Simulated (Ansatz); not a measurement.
**CoO: geometry relaxation (part 2 of 2)**

The same run, continued: CoO (Fm-3m, 2 atoms in the cell); DFT PBE, scalar-relativistic, plane waves, PAW, spin-polarised (Ansatz 0.2.0); cutoff 420 eV, 16×16×16 k-mesh, Gaussian smearing of 0.1 eV, collinear spins. The structure derives from an entry of the Crystallography Open Database.

Geometry of the input (Å; fractional positions):
```
0.0000  2.1315  2.1315
2.1315  0.0000  2.1315
2.1315  2.1315  0.0000
Co 0.0000  0.0000  0.0000
O  0.5000  0.5000  0.5000
```

The program's output, continued
```
relax step   4: F+E_penalty+E_count = -5692.10955931 eV  Δ(F+E_penalty+E_count) = +8.141e-4 eV  max|allowed force component| = 3.911e-30 eV/Å  Δτ_max = 0.0000 Å  P = -0.067 GPa  Ω = 19.176 Å³  stress off target by 6.73e-2 GPa  SCF on the basis re-selected at this cell (its energy is not comparable with the rows above)  (9 SCF iters)
basis re-selected at this cell: Δ(F+E_penalty+E_count) = +8.141e-4 eV, ΔP = -0.067 GPa vs the last step (what re-selecting the basis moved, of the pressure what is left beyond the Pulay correction that the steps carried, after the strain that the cell walked since its last selection, with what the two solves' SCF thresholds leave and, on support functions, any second-order correction that the steps lacked; it is no measure of the basis error at this ecutwfc). This SCF's stress stands 6.73e-2 GPa from its target on what of the cell is left free (relax.cell.stress_tol is 5.00e-2 GPa) and its largest allowed force component is 3.91e-30 eV/Å (relax.f_tol is 5.00e-3 eV/Å): not within both, so this SCF does not close the relaxation
Crystal: 2 atoms, lattice volume = 19.169 Å³
iter 1 solved again at ethr=1.39e-10 eV; its pass at ethr=3.10e-3 eV (dr2=3.19e-8 eV) is discarded
SCF iter   1: F=—  HF=-5692.109594 eV  |F-HF|=—  |Δ(HF+E_count)|=         —  Δρ=3.03e-5 (↑2.89e-5 ↓3.03e-5)  dr2=4.96e-8  dr2_m=1.09e-7  M=2.931 μB ∫|m|=2.947 μB  β_m=0.65  ethr=1.39e-10  ⟨swp⟩=3.0  Hψ=32314  notcnv=0
preconditioner: auto → none  [metal: Δε(μ)=0.005 eV  Ē_g=15.478 eV  σ=0.100 eV  W_gap=0.03  n_scr=0 (ndim 8)  ℏωp=32.8 eV  f_vac=0.000  D(μ)=4.15/eV (n_scr^D=64)]
SCF iter   2: F=—  HF=-5692.109595 eV  |F-HF|=—  |Δ(HF+E_count)|=   5.65e-7  Δρ=3.50e-5 (↑1.29e-5 ↓3.50e-5)  dr2=1.05e-7  dr2_m=8.69e-8  M=2.931 μB ∫|m|=2.946 μB  β_m=0.30  ethr=1.39e-10  ⟨swp⟩=2.0  Hψ=8612  notcnv=0
SCF iter   3: F=—  HF=-5692.109595 eV  |F-HF|=—  |Δ(HF+E_count)|=   1.12e-7  Δρ=2.48e-5 (↑1.89e-5 ↓2.48e-5)  dr2=1.78e-8  dr2_m=7.85e-8  M=2.931 μB ∫|m|=2.946 μB  β_m=0.65  ethr=1.39e-10  ⟨swp⟩=2.0  Hψ=8613  notcnv=0
SCF iter   4: F=—  HF=-5692.109595 eV  |F-HF|=—  |Δ(HF+E_count)|=   2.49e-7  Δρ=2.30e-5 (↑1.11e-5 ↓2.30e-5)  dr2=2.73e-8  dr2_m=4.90e-8  M=2.931 μB ∫|m|=2.946 μB  β_m=0.82  ethr=7.74e-11  ⟨swp⟩=2.4  Hψ=7326  notcnv=0
SCF iter   5: F=—  HF=-5692.109595 eV  |F-HF|=—  |Δ(HF+E_count)|=   6.65e-8  Δρ=5.60e-6 (↑5.29e-6 ↓5.60e-6)  dr2=9.71e-9  dr2_m=1.68e-9  M=2.930 μB ∫|m|=2.946 μB  β_m=0.67  ethr=7.74e-11  ⟨swp⟩=2.0  Hψ=8717  notcnv=0
SCF iter   6: F=-5692.109595 eV  HF=-5692.109595 eV  |F-HF|=2.30e-9  |Δ(HF+E_count)|=   3.27e-9  Δρ=5.16e-6 (↑9.89e-7 ↓5.16e-6)  dr2=3.16e-9  dr2_m=1.41e-9  M=2.930 μB ∫|m|=2.946 μB  ethr=4.22e-11  ⟨swp⟩=1.9  Hψ=14353  notcnv=0
SCF 5 converged in 6 iterations: F = -5692.109595 eV  dr2 = 3.16e-9
relax step   5: F+E_penalty+E_count = -5692.10959521 eV  Δ(F+E_penalty+E_count) = -3.590e-5 eV  max|allowed force component| = 3.340e-29 eV/Å  Δτ_max = 0.0000 Å  P = -0.002 GPa  Ω = 19.169 Å³  energy of the carried Pulay correction = +3.432e-5 eV  (6 SCF iters, dr2 threshold 1.13e-8 eV, accepted)
iter 1 solved again at ethr=5.83e-9 eV; its pass at ethr=3.10e-3 eV (dr2=1.34e-6 eV) is discarded
SCF iter   1: F=—  HF=-5692.109568 eV  |F-HF|=—  |Δ(HF+E_count)|=         —  Δρ=2.40e-6 (↑2.40e-6 ↓1.90e-6)  dr2=1.69e-9  dr2_m=7.71e-11  M=2.930 μB ∫|m|=2.946 μB  β_m=0.65  ethr=5.83e-9  ⟨swp⟩=4.0  Hψ=38262  notcnv=0
SCF iter   2: F=—  HF=-5692.109568 eV  |F-HF|=—  |Δ(HF+E_count)|=  5.38e-10  Δρ=1.82e-6 (↑1.79e-6 ↓1.82e-6)  dr2=1.06e-9  dr2_m=2.07e-10  M=2.930 μB ∫|m|=2.946 μB  β_m=0.37  ethr=7.33e-12  ⟨swp⟩=2.0  Hψ=7617  notcnv=0
SCF iter   3: F=—  HF=-5692.109568 eV  |F-HF|=—  |Δ(HF+E_count)|=  3.73e-10  Δρ=1.04e-6 (↑8.58e-7 ↓1.04e-6)  dr2=1.12e-10  dr2_m=9.60e-11  M=2.930 μB ∫|m|=2.946 μB  β_m=0.69  ethr=4.62e-12  ⟨swp⟩=2.0  Hψ=6942  notcnv=0
SCF iter   4: F=—  HF=-5692.109568 eV  |F-HF|=—  |Δ(HF+E_count)|=  6.30e-10  Δρ=9.49e-7 (↑7.47e-7 ↓9.49e-7)  dr2=4.19e-11  dr2_m=1.18e-10  M=2.930 μB ∫|m|=2.946 μB  β_m=0.84  ethr=1.00e-12  ⟨swp⟩=2.1  Hψ=7043  notcnv=0
SCF iter   5: F=—  HF=-5692.109568 eV  |F-HF|=—  |Δ(HF+E_count)|=  9.00e-11  Δρ=1.22e-6 (↑4.59e-7 ↓1.22e-6)  dr2=2.90e-10  dr2_m=3.81e-11  M=2.930 μB ∫|m|=2.946 μB  β_m=0.64  ethr=1.00e-12  ⟨swp⟩=2.0  Hψ=8622  notcnv=0
SCF iter   6: F=—  HF=-5692.109568 eV  |F-HF|=—  |Δ(HF+E_count)|=  3.18e-11  Δρ=1.49e-7 (↑1.49e-7 ↓6.33e-8)  dr2=3.69e-12  dr2_m=5.97e-13  M=2.930 μB ∫|m|=2.946 μB  β_m=0.56  ethr=1.00e-12  ⟨swp⟩=2.7  Hψ=8793  notcnv=0
SCF iter   7: F=-5692.109568 eV  HF=-5692.109568 eV  |F-HF|=0.00e0  |Δ(HF+E_count)|=  1.82e-12  Δρ=9.45e-8 (↑3.42e-8 ↓9.45e-8)  dr2=1.17e-12  dr2_m=5.39e-13  M=2.930 μB ∫|m|=2.946 μB  ethr=1.00e-12  ⟨swp⟩=3.0  Hψ=18341  notcnv=0
SCF 6 converged in 7 iterations: F = -5692.109568 eV  dr2 = 1.17e-12
relax step   6: F+E_penalty+E_count = -5692.10956822 eV  Δ(F+E_penalty+E_count) = +2.699e-5 eV  max|allowed force component| = 4.970e-29 eV/Å  Δτ_max = 0.0000 Å  P = -0.003 GPa  Ω = 19.169 Å³  stress off target by 2.73e-3 GPa  SCF on the basis re-selected at this cell (its energy is not comparable with the rows above)  (7 SCF iters)
```

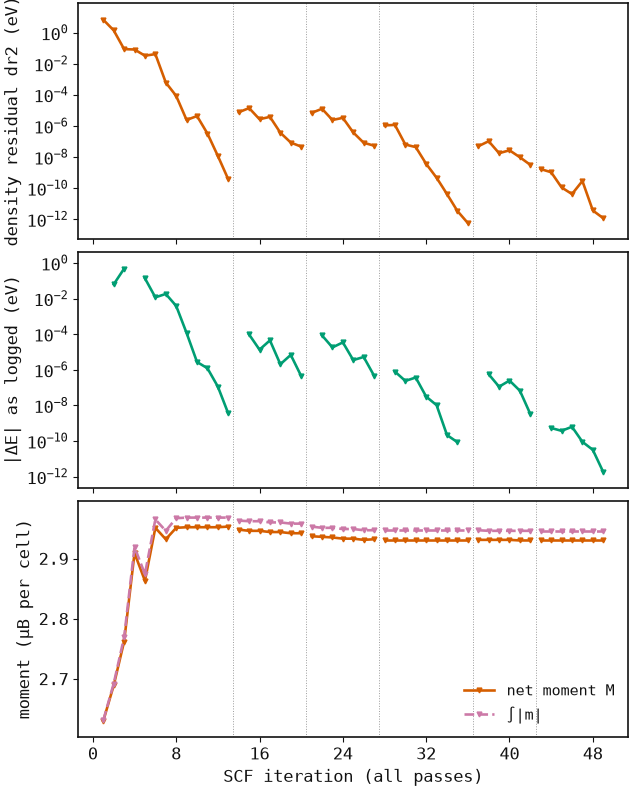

Fig. 1: Convergence of the self-consistent field: density residual dr2, size of the energy change and magnetic moment against the SCF iteration. The dotted lines part the SCF passes of the relaxation: geometry steps, rejected trials and re-solves on a re-selected basis. The 6 passes take 6 to 13 iterations each, 49 in all. The net moment goes from 2.6 to 2.9 μB per cell.

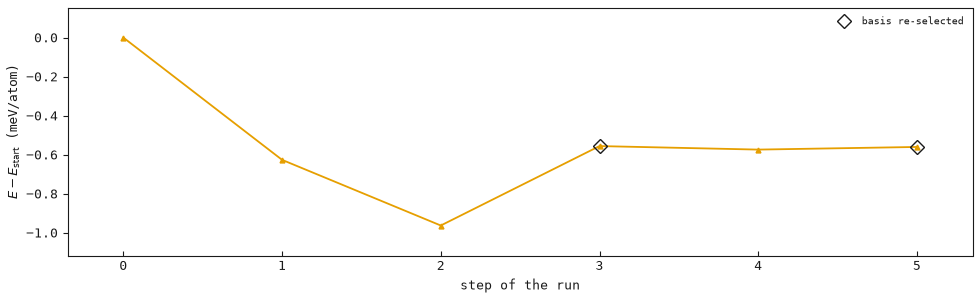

Fig. 2: Progress of the relaxation, step by step (the first geometry is step 0 here and step 1 in the log). The energy falls by 0.6 meV per atom in 3 geometry steps. All forces vanish by symmetry, so only the cell relaxes. The pressure goes from −1.72 to 0.00 GPa. The basis was re-selected once at an unchanged geometry, which shifts the energy a little without any move. The atoms keep their places relative to the cell (all moves are under 0.005 Å). Cell: a = b = c 4.263 → 4.248 Å (−0.3 %). Volume −1.0 %. Among the contacts that change: Co1–O2 2.131 → 2.124 Å. The space group stays Fm-3m (No. 225). The energy change given includes the shifts at the re-selections in mid-walk, which come without any move. A last SCF at the same geometry on a re-selected plane-wave basis shifts the energy by +0.0 meV per atom. (Atoms are counted from 1 in the order of the input.)

```
basis re-selected at this cell: Δ(F+E_penalty+E_count) = +2.699e-5 eV, ΔP = -0.001 GPa vs the last step (what re-selecting the basis moved, of the pressure what is left beyond the Pulay correction that the steps carried, after the strain that the cell walked since its last selection, with what the two solves' SCF thresholds leave and, on support functions, any second-order correction that the steps lacked; it is no measure of the basis error at this ecutwfc). This SCF's stress stands 2.73e-3 GPa from its target on what of the cell is left free (relax.cell.stress_tol is 5.00e-2 GPa) and its largest allowed force component is 4.97e-29 eV/Å (relax.f_tol is 5.00e-3 eV/Å): within both
SCF converged after 7 iterations
Magnetization: 2.9305 μB (12.9652 up, 10.0348 down)
Absolute magnetization: 2.9460 μB (∫|ρ↑−ρ↓|, with the PAW one-centre terms)
Spin contamination: 0.0078 ħ² per cell (⟨S²⟩ above its minimum at these occupations)
Per-site moments (μB) at R_I (Å): [(2.4913730485052668, 0.8762145813033708), (0.3218337867775747, 0.8762145813033708)]
Free energy (F): -5692.109568 eV
Harris-Foulkes:  -5692.109568 eV  (|F-HF|=0.00e0)
Internal energy: -5692.088827 eV  (E = F + TS)
E sigma→0 (E₀):  -5692.099198 eV
Entropy (-TS):   -0.020741 eV (-10.370 meV/atom)
Fermi energy:    14.056368 eV
--- Per-component energies (eV) ---
  E_band       = -302.096686
  E_kinetic    = 617.769210
  E_local      = -3421.463828  (includes V_loc(G=0)·N_el)
  E_nonlocal   = 514.246730
  E_hartree    = 1405.103455
  E_xc         = -228.710544
  E_vxc        = -293.934788  (∫ρ·V_xc dr)
  E_paw        = -1676.973118  (= ΣΔE_a)
  E_vpaw       = -528.923490  (= ΣTr[D̂ρ^β])
  E_aug_tail   = 0.002518  (compensation charges beyond the density's cutoff)
  E_ewald      = -2902.063248
  E_smearing   = -0.020741  (= −TS)
  E_closure    = -0.000000  (closes the sum)
  Σ components = -5692.109568   (vs F -5692.109568, Δ=0.00e0)
--- Forces (eV/Å), atoms counted from 1 ---
  atom   1  Co    -0.00000000     0.00000000     0.00000000
  atom   2  O      0.00000000    -0.00000000     0.00000000
  max |Σ_I F_I| component: 7.73e-29 eV/Å
--- Stress (GPa, compression-positive) ---
       -0.002730      -0.000000      -0.000000
       -0.000000      -0.002730       0.000000
       -0.000000       0.000000      -0.002730
  P = ⅓ Tr σ = -0.0027 GPa (-0.027 kbar)
--- Band table (eV; the first three rows and the last of 290) ---
  k-point 0 ↑: bands = ["-82.8380", "-46.1018", "-46.1018", "-46.1018", "-6.2758", "10.7537", "10.7537", "10.8463", "10.8463", "10.8463", "10.9424", "10.9424", "10.9424", "15.0005", "30.8027", "32.1179", "32.1179", "32.1179"]
  k-point 1 ↑: bands = ["-82.8379", "-46.1033", "-46.1020", "-46.1020", "-6.2342", "10.2223", "10.2223", "10.3192", "10.9466", "10.9466", "11.1974", "11.4160", "11.4160", "15.2947", "29.8525", "31.9857", "31.9857", "32.6128"]
  k-point 2 ↑: bands = ["-82.8375", "-46.1075", "-46.1026", "-46.1026", "-6.1135", "9.5111", "9.6755", "9.6755", "11.0248", "11.0248", "11.3638", "12.0083", "12.0083", "16.0036", "28.3555", "31.4784", "31.4784", "33.0109"]
  k-point 144 ↓: bands = ["-79.7668", "-43.1312", "-43.1312", "-43.1192", "-4.3127", "8.3455", "8.3455", "8.9434", "13.6626", "13.6626", "14.1940", "14.9726", "15.7044", "23.0448", "24.5467", "24.5467", "27.3402", "35.5363"]
--- Relaxed structure (4 steps of the walk, 4 accepted, 2 SCFs on fresh bases) ---
  F+E_penalty+E_count = -5692.10956822 eV   max|allowed force component| = 4.970e-29 eV/Å   (the final SCF, on the basis selected at the relaxed cell)
  cell:  # Å, volume = 19.1686 Å³
    - [-2.6727647100921956e-51, 2.124156560735445, 2.124156560735445]
    - [2.124156560735445, 3.917067250288486e-34, 2.124156560735445]
    - [2.124156560735445, 2.124156560735445, -1.0509204817847156e-34]
  atoms:
    - { symbol: Co, position: [5.882527050858845e-37, -7.059032461003006e-37, -9.412043281357672e-37] }
    - { symbol: O, position: [0.49999999999999994, 0.49999999999999994, 0.49999999999999994] }
--- Löwdin populations: 2 sites ---
  site symbol       q [e]    m [muB]
     0     Co     15.9059     2.5295
     1      O      6.9729     0.4055
  spilling = 0.005270 (of n_electrons = 23.000000)
```

Trajectory as extended XYZ (Å, eV, eV/Å), 6 frames, from step=1 to step=6
```
2
Lattice="0.0000 2.1315 2.1315 2.1315 0.0000 2.1315 2.1315 2.1315 0.0000" Properties=species:S:1:pos:R:3:forces:R:3 step=1 energy=-5692.10845 pressure_GPa=-1.72
Co    0.0000    0.0000    0.0000    0.0000   0.0000   0.0000
O     2.1315    2.1315    2.1315    0.0000   0.0000   0.0000
2
Lattice="0.0000 2.1279 2.1279 2.1279 0.0000 2.1279 2.1279 2.1279 0.0000" Properties=species:S:1:pos:R:3:forces:R:3 step=2 energy=-5692.10970 pressure_GPa=-0.84
Co    0.0000    0.0000    0.0000    0.0000   0.0000   0.0000
O     2.1279    2.1279    2.1279    0.0000   0.0000   0.0000
2
Lattice="0.0000 2.1244 2.1244 2.1244 0.0000 2.1244 2.1244 2.1244 0.0000" Properties=species:S:1:pos:R:3:forces:R:3 step=3 energy=-5692.11037 pressure_GPa=-0.00
Co    0.0000    0.0000    0.0000    0.0000   0.0000   0.0000
O     2.1244    2.1244    2.1244    0.0000   0.0000   0.0000
2
Lattice="0.0000 2.1244 2.1244 2.1244 0.0000 2.1244 2.1244 2.1244 0.0000" Properties=species:S:1:pos:R:3:forces:R:3 step=4 energy=-5692.10956 pressure_GPa=-0.07
Co    0.0000    0.0000    0.0000    0.0000   0.0000   0.0000
O     2.1244    2.1244    2.1244    0.0000   0.0000   0.0000
2
Lattice="0.0000 2.1242 2.1242 2.1242 0.0000 2.1242 2.1242 2.1242 0.0000" Properties=species:S:1:pos:R:3:forces:R:3 step=5 energy=-5692.10959 pressure_GPa=-0.00
Co    0.0000    0.0000    0.0000    0.0000   0.0000   0.0000
O     2.1242    2.1242    2.1242    0.0000   0.0000   0.0000
2
Lattice="0.0000 2.1242 2.1242 2.1242 0.0000 2.1242 2.1242 2.1242 0.0000" Properties=species:S:1:pos:R:3:forces:R:3 step=6 energy=-5692.10957 pressure_GPa=-0.00
Co    0.0000    0.0000    0.0000    0.0000   0.0000   0.0000
O     2.1242    2.1242    2.1242    0.0000   0.0000   0.0000
```

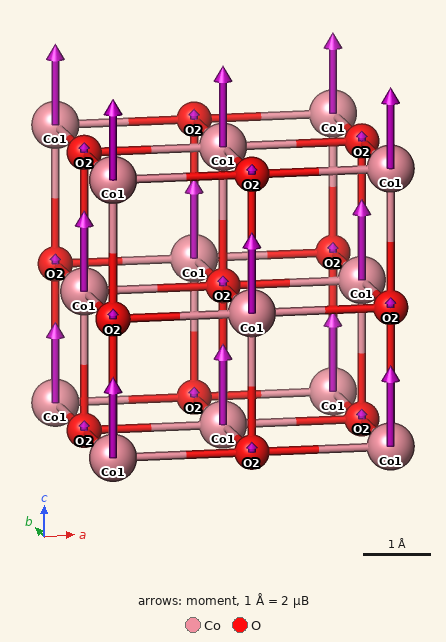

Fig. 3: Magnetic moments of the sites as pink arrows (ball-and-stick view of the cell 4 times as large as that of the calculation, set on its symmetry axes, seen slightly off an axis; atoms are numbered from 1 in the order of the input); small moments hardly show. The run is collinear, so the axis drawn is arbitrary. Site moments: Co1 (2.49 μB); O2 (0.32 μB). They are counted near the atoms and needn't add up to the moment of the cell.
